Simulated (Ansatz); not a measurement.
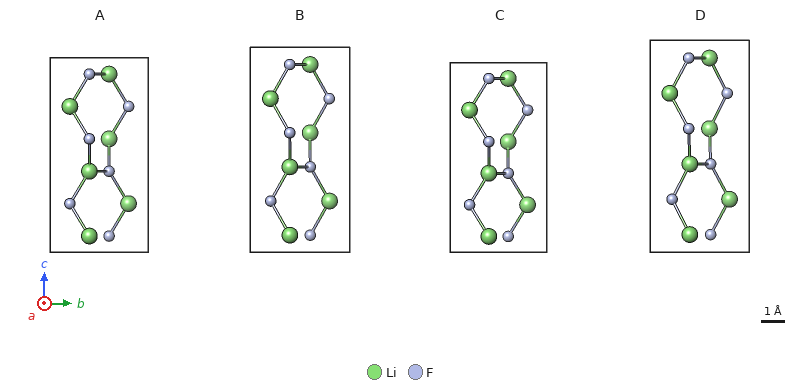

4 geometries from one relaxation of a crystal of LiF (a generated structure, set up in P6_122) (coarse preliminary run), in shuffled order. The picture is a ball-and-stick view of the cell of the calculation, seen along the a axis.

Method: Ansatz 0.2.0, DFT PBE, scalar-relativistic, plane waves, PAW. Set-up: plane-wave cutoff 420 eV; k-point mesh 6 × 6 × 2; occupations gaussian; smearing width 0.1 eV; no spin polarisation; cell and atoms relaxed; force threshold 0.04 eV/Å; at most 70 steps.

### Put them in the order of the run, from the start to the converged end.

C, A, B, D. They are steps 0, 1, 3, 8, at +72.3 meV per atom, +39.0 meV per atom, +17.8 meV per atom relative to the last. The largest moves relative to the cell, 0.093 Å, are those of F atoms. Largest moves by element: F 0.093 Å, Li 0.008 Å. The volume changes by +17.1 %, with a = b 4.877 → 4.991 Å (+2.3 %), c 8.277 → 9.254 Å (+11.8 %). Some distances before and after: F–Li 1.690 → 1.814 Å. Bond angles that change, for instance: Li–F–Li 120.0° → 128.9°, F–Li–F 120.0° → 125.3°, Li–F–Li 120.0° → 115.5°. The space group stays P6_122 (No. 178). After 6 accepted moves (8 points after the start) the energy has fallen by 72.3 meV per atom. The largest force component goes from 0.039 to 0.0021 eV/Å. Pressure: 8.43 GPa at the start and 0.04 GPa at the end. At 2 points the geometry stayed and the basis and grid were re-selected for the new cell (energy shift of 13.5 meV per atom at most each time). The run took 88 s on 1 thread of Arm Neoverse V1, on a shared host, peak memory 0.4 GiB.
